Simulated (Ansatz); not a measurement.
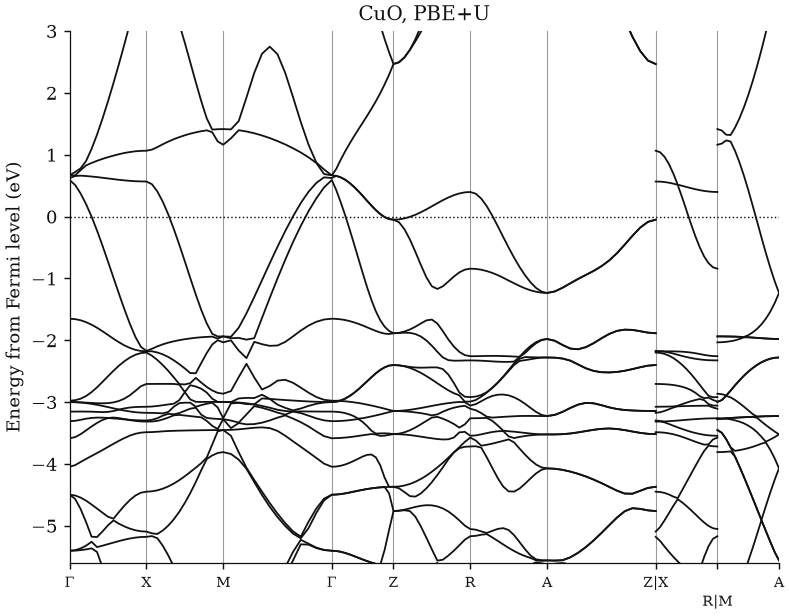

Band structure. Energies are counted from the Fermi level.

**What lattice type does the k path imply?**

A primitive tetragonal lattice: the path Γ–X–M–Γ–Z–R–A–Z|X–R|M–A runs through the special points of its Brillouin zone.

The material is CuO, space group P4_2/mmc (No. 131), 4 atoms in the cell; a = 3.422 Å, c = 4.260 Å (tetragonal axes).

Level of theory: PBE, Cu d U = 3 eV, Ansatz PAW, no spin polarisation, no spin-orbit coupling, 8×8×6 k mesh, 420 eV cutoff, Fermi-Dirac smearing of 0.05 eV; code Ansatz 0.2.0.

**Metal, semiconductor or insulator?**

A metal: 3 bands cross the Fermi level along this path.

The run has no spin polarisation, though such a crystal can be magnetic. The usual form of CuO is monoclinic.
